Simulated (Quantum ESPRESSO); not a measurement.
## Single-point calculation of CuO (part 2 of 3)

The same run, continued: CuO (P-6m2, 2 atoms in the cell); Kohn-Sham DFT of a periodic cell, PBEsol, GBRV 1.5 PBEsol, no spin polarisation (Quantum ESPRESSO 7.5); cutoff 761.92 eV, 11×11×10 k-mesh, fermi-dirac of 0.05 eV. The structure was built on a prototype by a generator; it need not be a known phase. The volume is scaled by 0.94.

Geometry of the input (Å; fractional positions):
```
2.7784  0.0000  0.0000
-1.3892  2.4062  0.0000
0.0000  0.0000  2.7116
Cu 0.0000  0.0000  0.0000
O  0.6667  0.3333  0.5000
```

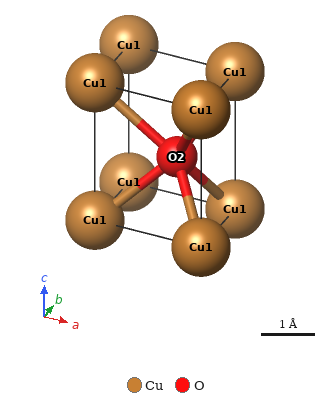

*The structure as given in the input (ball-and-stick view of the cell of the calculation, seen slightly off an axis; atoms are numbered from 1 in the order of the input).*

**Log, continued**
```
          k = 0.0000 0.2099 0.4099 (   867 PWs)   bands (ev):

   -98.5828 -56.2782 -56.0695 -56.0628  -5.1621   5.7486   9.0937   9.4246
    10.6729  11.1009  11.7089  12.4909  13.3549  19.8705  23.4826  29.1873
    31.4709  32.0251  37.3862

          k = 0.0000 0.2099-0.5123 (   866 PWs)   bands (ev):

   -98.5826 -56.2810 -56.0693 -56.0626  -5.0475   5.4299   9.1839   9.3958
    10.6718  11.1145  11.8132  12.4137  13.3826  20.4280  22.7346  29.9977
    31.1197  31.5132  37.4729

          k = 0.0000 0.3149 0.0000 (   855 PWs)   bands (ev):

   -98.5838 -56.2507 -56.0807 -56.0672  -5.6915   7.1873   9.3386   9.7432
    10.0986  11.3697  11.9103  12.4872  12.9010  17.4856  25.0692  29.0822
    30.9729  31.5132  36.9344

          k = 0.0000 0.3149 0.1025 (   863 PWs)   bands (ev):

   -98.5837 -56.2534 -56.0804 -56.0670  -5.6168   7.2687   8.9583   9.6740
    10.2352  11.3259  11.8858  12.6412  12.7272  17.8954  25.0353  28.7687
    30.9040  31.2172  37.7130

          k = 0.0000 0.3149 0.2049 (   866 PWs)   bands (ev):

   -98.5831 -56.2607 -56.0797 -56.0664  -5.4129   7.4023   8.2238   9.4955
    10.4381  11.2852  11.7363  12.5488  12.9696  18.7273  24.8979  27.8225
    30.6809  31.2022  37.6624

          k = 0.0000 0.3149 0.3074 (   861 PWs)   bands (ev):

   -98.5825 -56.2697 -56.0789 -56.0656  -5.1415   6.9151   8.0994   9.2857
    10.5807  11.3031  11.6280  12.4655  13.3003  19.4510  24.5583  27.1540
    30.3262  31.0146  36.9883

          k = 0.0000 0.3149 0.4099 (   870 PWs)   bands (ev):

   -98.5820 -56.2770 -56.0782 -56.0650  -4.9029   6.2376   8.3415   9.1264
    10.6291  11.3436  11.7363  12.3168  13.5345  19.8416  24.1319  27.2519
    29.9871  30.1543  37.1425

          k = 0.0000 0.3149-0.5123 (   864 PWs)   bands (ev):

   -98.5818 -56.2798 -56.0779 -56.0648  -4.8065   5.9726   8.4493   9.0679
    10.6383  11.3629  11.8871  12.1680  13.6186  19.9447  23.9526  27.5542
    29.5370  29.8479  37.3406

          k = 0.0000 0.4199 0.0000 (   863 PWs)   bands (ev):

   -98.5831 -56.2498 -56.0888 -56.0693  -5.3017   6.3123   9.0957   9.9507
    10.1002  11.3366  11.8706  12.1912  13.3340  18.4942  23.6173  28.9900
    31.0577  31.2389  37.1449

          k = 0.0000 0.4199 0.1025 (   858 PWs)   bands (ev):

   -98.5829 -56.2525 -56.0885 -56.0691  -5.2385   6.4104   8.8500   9.7764
    10.2206  11.3931  11.8193  12.3721  13.1103  18.8724  23.4649  28.9367
    30.6386  30.8367  37.9638

          k = 0.0000 0.4199 0.2049 (   859 PWs)   bands (ev):

   -98.5824 -56.2598 -56.0878 -56.0685  -5.0671   6.6605   8.2751   9.4265
    10.4469  11.4771  11.6724  12.7737  12.8091  19.5345  23.1820  28.3278
    30.1566  30.2422  37.3120

          k = 0.0000 0.4199 0.3074 (   868 PWs)   bands (ev):

   -98.5818 -56.2687 -56.0869 -56.0677  -4.8413   6.8617   7.7112   9.0979
    10.6450  11.5436  11.5886  12.5490  13.2952  19.7024  23.3278  27.4076
    29.4910  29.8055  36.7218

          k = 0.0000 0.4199 0.4099 (   878 PWs)   bands (ev):

   -98.5813 -56.2759 -56.0861 -56.0670  -4.6454   6.6416   7.6552   8.8772
    10.7684  11.5883  11.7132  12.3189  13.6640  19.3732  24.0744  26.5545
    28.8793  29.1729  36.9999

          k = 0.0000 0.4199-0.5123 (   880 PWs)   bands (ev):

   -98.5811 -56.2787 -56.0859 -56.0668  -4.5671   6.4673   7.7268   8.8002
    10.8157  11.6045  11.9110  12.0999  13.8017  19.1777  24.6940  25.9772
    28.6456  28.8570  37.2610

          k = 0.0000 0.5249 0.0000 (   858 PWs)   bands (ev):

   -98.5827 -56.2492 -56.0936 -56.0706  -5.0492   5.7989   8.9735  10.0501
    10.0913  11.3171  11.9249  12.0042  13.5691  19.2270  22.6620  28.8040
    31.0387  31.1249  37.6930

          k = 0.0000 0.5249 0.1025 (   860 PWs)   bands (ev):

   -98.5825 -56.2520 -56.0933 -56.0703  -4.9941   5.9062   8.7791   9.8267
    10.1875  11.4946  11.8506  12.1669  13.3334  19.6249  22.3881  28.8401
    30.4952  30.7350  38.1011

          k = 0.0000 0.5249 0.2049 (   866 PWs)   bands (ev):

   -98.5820 -56.2592 -56.0926 -56.0697  -4.8450   6.1927   8.3093   9.3747
    10.4696  11.6482  11.6689  12.6715  12.9411  20.2093  21.9541  28.5287
    29.7558  29.9565  37.0387

          k = 0.0000 0.5249 0.3074 (   865 PWs)   bands (ev):

   -98.5814 -56.2681 -56.0916 -56.0689  -4.6499   6.5450   7.7405   8.9880
    10.7571  11.5703  11.7120  12.6385  13.2691  19.6876  22.5679  27.5879
    29.0244  29.4010  36.5687

          k = 0.0000 0.5249 0.4099 (   874 PWs)   bands (ev):

   -98.5809 -56.2753 -56.0909 -56.0683  -4.4819   6.7539   7.3503   8.7384
    10.9988  11.6803  11.7444  12.3465  13.7269  18.8515  23.7414  26.4051
    28.2890  29.0129  36.9315

          k = 0.0000 0.5249-0.5123 (   880 PWs)   bands (ev):

   -98.5807 -56.2780 -56.0906 -56.0680  -4.4151   6.7423   7.2904   8.6527
    11.1133  11.7551  11.8670  12.0993  13.8990  18.5055  24.8572  25.2735
    28.0111  28.8476  37.2289

          k = 0.0909 0.1575 0.0000 (   851 PWs)   bands (ev):

   -98.5848 -56.2519 -56.0696 -56.0646  -6.1632   8.4599   9.4747   9.8024
     9.9434  11.4092  12.1853  12.2999  12.8629  16.0624  27.4661  28.7775
    30.5724  32.0482  37.4096

          k = 0.0909 0.1575 0.1025 (   864 PWs)   bands (ev):

   -98.5846 -56.2547 -56.0694 -56.0643  -6.0758   8.5156   9.0249   9.4934
    10.3170  11.3145  11.9462  12.4519  12.9556  16.5238  27.5536  28.3361
    30.4389  32.5181  37.4923

          k = 0.0909 0.1575 0.2049 (   863 PWs)   bands (ev):

   -98.5841 -56.2621 -56.0687 -56.0637  -5.8354   7.7375   8.7942   9.5187
    10.5746  11.1460  11.6527  12.6007  13.1238  17.5387  26.6870  28.1691
    30.6953  33.5925  36.4048

          k = 0.0909 0.1575 0.3074 (   869 PWs)   bands (ev):

   -98.5835 -56.2712 -56.0680 -56.0630  -5.5112   6.5242   9.0553   9.5203
    10.7010  11.0521  11.5637  12.6370  13.2505  18.6821  24.9380  28.8550
    31.2287  34.2215  35.4991

          k = 0.0909 0.1575 0.4099 (   865 PWs)   bands (ev):

   -98.5830 -56.2785 -56.0673 -56.0624  -5.2213   5.6316   9.2604   9.5058
    10.7030  11.0505  11.6929  12.5671  13.3082  19.8036  23.3068  29.8448
    31.7055  32.8097  36.4280

          k = 0.0909 0.1575-0.5123 (   870 PWs)   bands (ev):

   -98.5828 -56.2813 -56.0671 -56.0622  -5.1026   5.3023   9.3221   9.5078
    10.6974  11.0635  11.7891  12.5067  13.3210  20.5110  22.4038  30.7715
    31.6727  31.8941  36.9125

          k = 0.0909 0.2624 0.0000 (   858 PWs)   bands (ev):

   -98.5841 -56.2510 -56.0770 -56.0670  -5.8340   7.6045   9.4574   9.5544
    10.1149  11.3643  11.9494  12.5760  12.7259  17.1628  25.7985  28.7977
    30.9504  31.6751  37.5628

          k = 0.0909 0.2624 0.1025 (   858 PWs)   bands (ev):

   -98.5839 -56.2538 -56.0768 -56.0667  -5.7553   7.6848   8.9702   9.5348
    10.2895  11.2848  11.9945  12.4545  12.7948  17.5738  25.8415  28.6305
    29.9445  32.5488  37.1819

          k = 0.0909 0.2624 0.2049 (   866 PWs)   bands (ev):

   -98.5834 -56.2611 -56.0761 -56.0661  -5.5401   7.7067   8.2191   9.4396
    10.4929  11.2065  11.8463  12.3718  13.0474  18.4391  25.8576  27.4920
    29.8183  33.1400  35.9373

          k = 0.0909 0.2624 0.3074 (   867 PWs)   bands (ev):

   -98.5828 -56.2702 -56.0753 -56.0653  -5.2524   6.8354   8.3740   9.3135
    10.6044  11.2221  11.6901  12.3783  13.3043  19.2937  25.1122  27.0776
    30.1236  32.2586  36.2397

          k = 0.0909 0.2624 0.4099 (   864 PWs)   bands (ev):

   -98.5823 -56.2775 -56.0746 -56.0647  -4.9981   6.0655   8.6204   9.2336
    10.6154  11.2739  11.7581  12.2871  13.4796  19.9289  24.0475  27.6180
    30.3229  30.8051  37.3315

          k = 0.0909 0.2624-0.5123 (   862 PWs)   bands (ev):

   -98.5821 -56.2802 -56.0743 -56.0645  -4.8950   5.7766   8.7039   9.2214
    10.6077  11.2985  11.8644  12.1879  13.5407  20.1854  23.6006  28.1098
    29.9849  30.3894  38.3826

          k = 0.0909 0.3674 0.0000 (   864 PWs)   bands (ev):

   -98.5834 -56.2501 -56.0851 -56.0696  -5.4433   6.7324   9.1869   9.5706
    10.2874  11.3144  11.7854  12.2785  13.2098  18.2724  24.3179  28.4890
    31.4004  31.4580  37.1635

          k = 0.0909 0.3674 0.1025 (   864 PWs)   bands (ev):

   -98.5832 -56.2528 -56.0848 -56.0693  -5.3758   6.8276   8.8735   9.5132
    10.3568  11.3018  11.8378  12.3757  13.0259  18.6280  24.2564  28.5997
    29.7959  32.2922  37.0338

          k = 0.0909 0.3674 0.2049 (   866 PWs)   bands (ev):

   -98.5827 -56.2601 -56.0841 -56.0687  -5.1920   7.0577   8.2022   9.3032
    10.4960  11.3608  11.7909  12.4547  12.9846  19.2940  24.1241  28.0362
    29.0350  31.8503  36.6609

          k = 0.0909 0.3674 0.3074 (   868 PWs)   bands (ev):

   -98.5821 -56.2691 -56.0832 -56.0679  -4.9491   7.0335   7.7560   9.0786
    10.6141  11.4640  11.6891  12.3662  13.3175  19.6843  24.1207  26.9196
    29.2189  30.5854  37.1023

          k = 0.0909 0.3674 0.4099 (   867 PWs)   bands (ev):

   -98.5816 -56.2763 -56.0825 -56.0673  -4.7373   6.5241   7.9016   8.9533
    10.6599  11.5453  11.7576  12.2155  13.6181  19.6691  24.4000  26.2475
    29.2158  29.4550  37.8722

          k = 0.0909 0.3674-0.5123 (   868 PWs)   bands (ev):

   -98.5814 -56.2791 -56.0822 -56.0670  -4.6523   6.2969   7.9832   8.9266
    10.6678  11.5752  11.9186  12.0409  13.7338  19.5926  24.6357  25.9752
    28.9521  29.2292  38.2312

          k = 0.0909 0.4724 0.0000 (   863 PWs)   bands (ev):

   -98.5828 -56.2494 -56.0912 -56.0715  -5.1164   6.0819   9.0207   9.5133
    10.4249  11.2759  11.7898  12.0423  13.5387  19.2617  23.1276  28.0748
    31.2871  31.7858  37.3955

          k = 0.0909 0.4724 0.1025 (   861 PWs)   bands (ev):

   -98.5826 -56.2521 -56.0909 -56.0713  -5.0589   6.1863   8.7925   9.4452
    10.4013  11.4040  11.8216  12.1377  13.3207  19.5887  22.9437  28.1864
    30.1911  31.7545  37.5462

          k = 0.0909 0.4724 0.2049 (   869 PWs)   bands (ev):

   -98.5821 -56.2593 -56.0902 -56.0707  -4.9033   6.4596   8.2762   9.1666
    10.5290  11.5375  11.7576  12.4832  13.0262  20.0585  22.6533  28.3330
    28.8385  30.7946  37.2784

          k = 0.0909 0.4724 0.3074 (   871 PWs)   bands (ev):

   -98.5815 -56.2682 -56.0892 -56.0699  -4.6992   6.7616   7.6871   8.8926
    10.7178  11.5850  11.7360  12.4913  13.2850  19.7966  22.9698  27.3840
    28.6172  29.6597  37.4090

          k = 0.0909 0.4724 0.4099 (   868 PWs)   bands (ev):

   -98.5810 -56.2754 -56.0885 -56.0692  -4.5232   6.7882   7.4092   8.7500
    10.8529  11.6837  11.8044  12.2687  13.6924  19.1510  23.8170  26.1300
    28.5128  28.9884  37.8643

          k = 0.0909 0.4724-0.5123 (   876 PWs)   bands (ev):

   -98.5808 -56.2782 -56.0882 -56.0690  -4.4530   6.6745   7.4168   8.7164
    10.9048  11.7661  11.9747  12.0079  13.8573  18.8567  24.7188  25.0737
    28.4948  28.7368  38.1238

          k = 0.0909 0.5774 0.0000 (   870 PWs)   bands (ev):

   -98.5826 -56.2491 -56.0935 -56.0723  -4.9868   5.8393   8.9651   9.4757
    10.4811  11.2615  11.8465  11.9198  13.6547  19.7586  22.5663  27.8923
    31.2693  31.8640  37.7179

          k = 0.0909 0.5774 0.1025 (   862 PWs)   bands (ev):

   -98.5824 -56.2518 -56.0932 -56.0720  -4.9336   5.9471   8.7627   9.4086
    10.4076  11.4927  11.8504  11.9948  13.4330  20.1171  22.2883  27.9960
    30.4845  31.4118  37.8508

          k = 0.0909 0.5774 0.2049 (   864 PWs)   bands (ev):

   -98.5819 -56.2590 -56.0924 -56.0714  -4.7896   6.2326   8.3035   9.1085
    10.5414  11.6238  11.7663  12.4481  13.0785  20.5438  21.8967  28.1738
    29.1555  30.3324  37.4367

          k = 0.0909 0.5774 0.3074 (   867 PWs)   bands (ev):

   -98.5813 -56.2679 -56.0915 -56.0706  -4.6013   6.5781   7.7361   8.8210
    10.7821  11.5840  11.8012  12.5734  13.2552  19.7806  22.5551  27.5351
    28.4027  29.4346  37.4416

          k = 0.0909 0.5774 0.4099 (   872 PWs)   bands (ev):

   -98.5808 -56.2751 -56.0907 -56.0699  -4.4395   6.7962   7.3053   8.6761
    10.9836  11.6688  11.8703  12.3191  13.7116  18.8634  23.5332  26.1072
    28.2786  28.9823  37.8352

          k = 0.0909 0.5774-0.5123 (   872 PWs)   bands (ev):

   -98.5806 -56.2778 -56.0904 -56.0697  -4.3751   6.8048   7.2037   8.6412
    11.0695  11.7820  12.0074  12.0409  13.8990  18.4900  24.3256  25.1220
    28.2438  28.8146  38.0896

          k = 0.1818 0.3149 0.0000 (   868 PWs)   bands (ev):

   -98.5835 -56.2502 -56.0830 -56.0703  -5.4960   6.9796   9.2304   9.3335
    10.3566  11.2863  11.7167  12.3001  13.1731  18.2661  24.7487  28.0235
    31.5066  31.6936  37.5975

          k = 0.1818 0.3149 0.1025 (   862 PWs)   bands (ev):

   -98.5833 -56.2530 -56.0827 -56.0701  -5.4268   7.0797   8.8421   9.3325
    10.4420  11.2338  11.8593  12.3166  13.0204  18.5986  24.7664  28.1718
    29.4894  33.4288  35.8687

          k = 0.1818 0.3149 0.2049 (   867 PWs)   bands (ev):

   -98.5828 -56.2602 -56.0820 -56.0695  -5.2385   7.3291   8.0961   9.1789
    10.5469  11.3079  11.9786  12.1809  13.0403  19.2372  24.8236  27.5320
    28.6054  32.9860  35.5140

          k = 0.1818 0.3149 0.3074 (   875 PWs)   bands (ev):

   -98.5822 -56.2692 -56.0811 -56.0687  -4.9891   7.1138   7.7931   9.0199
    10.6133  11.4475  11.8442  12.1445  13.3324  19.6845  24.8871  26.2135
    29.0419  31.0048  36.9852

          k = 0.1818 0.3149 0.4099 (   868 PWs)   bands (ev):

   -98.5816 -56.2764 -56.0804 -56.0680  -4.7713   6.4786   8.0079   8.9803
    10.6162  11.5463  11.8304  12.0850  13.6004  19.8053  24.7789  25.7679
    29.3205  29.5914  38.3455

          k = 0.1818 0.3149-0.5123 (   864 PWs)   bands (ev):

   -98.5815 -56.2792 -56.0801 -56.0678  -4.6836   6.2314   8.0754   9.0050
    10.6015  11.5889  11.9206  11.9758  13.7059  19.7956  24.6710  25.7730
    28.9842  29.4851  38.9445

          k = 0.1818 0.4199 0.0000 (   864 PWs)   bands (ev):

   -98.5829 -56.2494 -56.0880 -56.0739  -5.1604   6.4729   8.9675   9.0693
    10.6206  11.2059  11.5892  12.0620  13.5436  19.4809  23.7820  27.0321
    31.5382  32.7208  37.1154

          k = 0.1818 0.4199 0.1025 (   865 PWs)   bands (ev):

   -98.5827 -56.2522 -56.0877 -56.0736  -5.1012   6.5800   8.6997   9.0361
    10.6082  11.2586  11.7610  12.0828  13.3455  19.7176  23.7242  27.1373
    30.0178  33.3235  35.8171

          k = 0.1818 0.4199 0.2049 (   865 PWs)   bands (ev):

   -98.5822 -56.2594 -56.0870 -56.0730  -4.9410   6.8576   8.1423   8.8426
    10.6298  11.4592  11.8950  12.1896  13.1061  20.0447  23.6082  27.2719
    28.5172  31.6665  36.7160

          k = 0.1818 0.4199 0.3074 (   863 PWs)   bands (ev):

   -98.5816 -56.2683 -56.0861 -56.0722  -4.7306   7.1222   7.5253   8.7024
    10.6990  11.6170  11.8882  12.1954  13.3028  19.9332  23.5945  26.6598
    28.3535  29.9319  38.0744

          k = 0.1818 0.4199 0.4099 (   871 PWs)   bands (ev):

   -98.5811 -56.2755 -56.0853 -56.0715  -4.5487   6.8272   7.4722   8.7340
    10.7348  11.6882  11.9090  12.1255  13.6591  19.5082  23.7360  25.8521
    28.6058  28.9943  39.2386

          k = 0.1818 0.4199-0.5123 (   868 PWs)   bands (ev):

   -98.5809 -56.2783 -56.0851 -56.0713  -4.4760   6.6296   7.5099   8.7941
    10.7359  11.7804  11.8561  12.0974  13.8191  19.2863  23.8586  25.4579
    28.5604  28.8926  39.7271

          k = 0.1818 0.5249 0.0000 (   859 PWs)   bands (ev):

   -98.5825 -56.2490 -56.0908 -56.0761  -4.9473   6.1880   8.6960   8.9888
    10.7885  11.1557  11.6184  11.8563  13.7501  20.5577  22.9036  26.3912
    31.6787  33.3640  37.1009

          k = 0.1818 0.5249 0.1025 (   861 PWs)   bands (ev):

   -98.5823 -56.2517 -56.0906 -56.0759  -4.8949   6.2952   8.5800   8.8530
    10.6680  11.4173  11.7292  11.8520  13.5472  20.7518  22.7398  26.5434
    30.5812  32.5452  36.9210

          k = 0.1818 0.5249 0.2049 (   864 PWs)   bands (ev):

   -98.5818 -56.2589 -56.0898 -56.0752  -4.7533   6.5677   8.2392   8.5553
    10.6836  11.5966  11.8083  12.1918  13.1961  20.7884  22.5368  26.9794
    28.9100  30.8049  37.7485

          k = 0.1818 0.5249 0.3074 (   867 PWs)   bands (ev):

   -98.5812 -56.2678 -56.0889 -56.0744  -4.5681   6.8504   7.6668   8.4702
    10.7988  11.6279  11.8447  12.4817  13.2240  20.0640  22.6733  27.1419
    27.8602  29.5251  38.7460

          k = 0.1818 0.5249 0.4099 (   868 PWs)   bands (ev):

   -98.5807 -56.2750 -56.0881 -56.0737  -4.4089   6.9297   7.2464   8.5801
    10.8898  11.6682  11.8752  12.4143  13.6570  19.2038  22.8077  26.1177
    28.3125  28.9052  39.6445

          k = 0.1818 0.5249-0.5123 (   872 PWs)   bands (ev):

   -98.5805 -56.2777 -56.0879 -56.0734  -4.3456   6.8442   7.1757   8.6655
    10.9208  11.7681  11.8123  12.3678  13.8718  18.8349  22.8412  25.6966
    28.5934  28.6692  40.0485

          k = 0.2727 0.4724 0.0000 (   858 PWs)   bands (ev):

   -98.5825 -56.2489 -56.0885 -56.0789  -4.9345   6.4831   8.2303   9.0049
    10.9511  11.1030  11.4658  11.8341  13.7908  20.9062  23.4019  25.4503
    31.9518  34.4037  36.3993

          k = 0.2727 0.4724 0.1025 (   858 PWs)   bands (ev):

   -98.5823 -56.2517 -56.0883 -56.0786  -4.8823   6.5965   8.1592   8.8190
    10.8162  11.3121  11.6521  11.8326  13.5945  20.9818  23.3289  25.6219
    30.6090  33.3605  36.0610

          k = 0.2727 0.4724 0.2049 (   865 PWs)   bands (ev):

   -98.5818 -56.2589 -56.0875 -56.0779  -4.7411   6.8773   7.9785   8.3848
    10.7702  11.5558  11.8028  12.1093  13.2384  20.8582  23.0948  26.2028
    28.8409  31.1124  37.5124

          k = 0.2727 0.4724 0.3074 (   861 PWs)   bands (ev):

   -98.5812 -56.2677 -56.0866 -56.0771  -4.5566   7.1217   7.5303   8.2702
    10.8110  11.6713  11.8032  12.4715  13.2051  20.2445  22.7007  26.8050
    27.8081  29.6006  38.7372

          k = 0.2727 0.4724 0.4099 (   861 PWs)   bands (ev):

   -98.5807 -56.2749 -56.0859 -56.0764  -4.3979   7.0454   7.1804   8.5274
    10.8500  11.6757  11.8078  12.5103  13.6259  19.4920  22.2719  26.2969
    28.2912  28.8694  39.4574

          k = 0.2727 0.4724-0.5123 (   856 PWs)   bands (ev):

   -98.5805 -56.2777 -56.0856 -56.0761  -4.3349   6.8570   7.1740   8.6831
    10.8583  11.7109  11.7621  12.5074  13.8581  19.1511  22.0748  26.0223
    28.5640  28.7107  39.5974

          k = 0.2727 0.5774 0.0000 (   864 PWs)   bands (ev):

   -98.5824 -56.2488 -56.0878 -56.0817  -4.8479   6.5904   7.8405   8.9857
    11.0611  11.1069  11.5092  11.6356  13.8807  21.9237  23.0170  24.6337
    32.2611  35.3929  35.6157

          k = 0.2727 0.5774 0.1025 (   863 PWs)   bands (ev):

   -98.5822 -56.2515 -56.0875 -56.0814  -4.7984   6.7099   7.7956   8.7841
    10.8768  11.4830  11.5546  11.6675  13.6883  21.8549  22.9442  24.9175
    30.9682  32.9696  37.0946

          k = 0.2727 0.5774 0.2049 (   865 PWs)   bands (ev):

   -98.5817 -56.2587 -56.0868 -56.0807  -4.6647   6.9823   7.7579   8.2658
    10.8373  11.6439  11.6626  12.1182  13.2999  21.3775  22.6772  25.8356
    28.9836  30.9016  38.0178

          k = 0.2727 0.5774 0.3074 (   861 PWs)   bands (ev):

   -98.5810 -56.2675 -56.0859 -56.0799  -4.4900   7.1065   7.6376   8.0106
    10.8726  11.6621  11.7339  12.7295  13.0810  20.4804  22.1608  27.0196
    27.5018  29.5784  38.8879

          k = 0.2727 0.5774 0.4099 (   859 PWs)   bands (ev):

   -98.5805 -56.2747 -56.0851 -56.0792  -4.3402   7.0471   7.1572   8.4377
    10.9137  11.6529  11.7503  12.7459  13.5762  19.5674  21.5831  26.4605
    28.2161  28.9043  39.3575

          k = 0.2727 0.5774-0.5123 (   858 PWs)   bands (ev):

   -98.5803 -56.2774 -56.0849 -56.0789  -4.2806   6.9336   7.0532   8.6382
    10.9294  11.6582  11.7308  12.7141  13.8677  19.1637  21.3221  26.1748
    28.6498  28.6874  39.4170

     the Fermi energy is    13.2979 ev

!    total energy              =    -435.63397855 Ry
     estimated scf accuracy    <          2.8E-10 Ry
     smearing contrib. (-TS)   =      -0.00164064 Ry
     internal energy E=F+TS    =    -435.63233792 Ry

     The total energy is F=E-TS. E is the sum of the following terms:
     one-electron contribution =    -288.10289968 Ry
     hartree contribution      =     159.26189842 Ry
     xc contribution           =     -45.54795168 Ry
     ewald contribution        =    -261.24338498 Ry

     convergence has been achieved in  12 iterations

     Forces acting on atoms (cartesian axes, Ry/au):

     atom    1 type  1   force =     0.00000000    0.00000000    0.00000000
     atom    2 type  2   force =     0.00000000    0.00000000    0.00000000

     Total force =     0.000000     Total SCF correction =     0.000000

     Computing stress (Cartesian axis) and pressure

          total   stress  (Ry/bohr**3)                   (kbar)     P=       23.19
   0.00036692  -0.00000000   0.00000000           53.98       -0.00        0.00
  -0.00000000   0.00036692  -0.00000000           -0.00       53.98       -0.00
  -0.00000000  -0.00000000  -0.00026093           -0.00       -0.00      -38.38

=------------------------------------------------------------------------------=
   JOB DONE.
=------------------------------------------------------------------------------=
```
